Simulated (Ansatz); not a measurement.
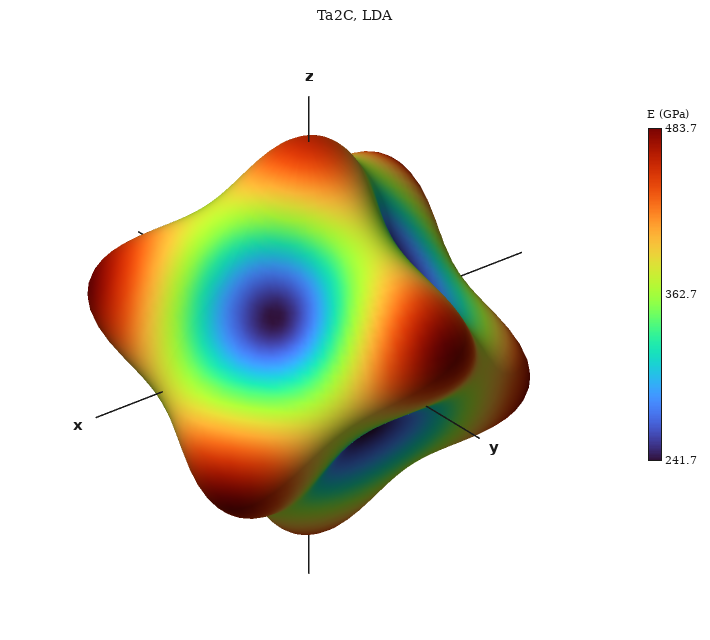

The picture above shows the Young's modulus as a surface whose radius and colour give its value in each direction for Ta₂C, space group P-3m1 (No. 164).

Structure:
```xyz
3
Lattice="3.0771 0.0000 0.0000 -1.5386 2.6649 0.0000 0.0000 0.0000 4.8882" Properties=species:S:1:pos:R:3 pbc="T T T"
Ta    0.0000    1.7766    1.2371
Ta    1.5386    0.8883    3.6511
C     0.0000    0.0000    0.0000
```

Method: elastic stress-strain coefficients at zero temperature from small strains of the given cell, Voigt order xx yy zz yz xz xy, Cartesian axes of the cell vectors; plane waves with PAW datasets, Γ-centred k mesh (Ansatz 0.2.0). Level: LDA, no spin polarisation.

wave cutoff 420 eV; k mesh 18×18×10; occupations Fermi–Dirac; smearing width 0.15 eV; ions relaxed; strain amplitude 0.005.

Question: How anisotropic is Young's modulus?

Answer: Over all directions E runs from 242 to 484 GPa, a ratio of 2.0.

Question: What is E along the Cartesian axes and along their diagonal?

Answer: E is 388 GPa along x, 388 GPa along y and 457 GPa along z, and 258 GPa along the body diagonal x + y + z.

Caveats: metal sensitive to the k mesh.
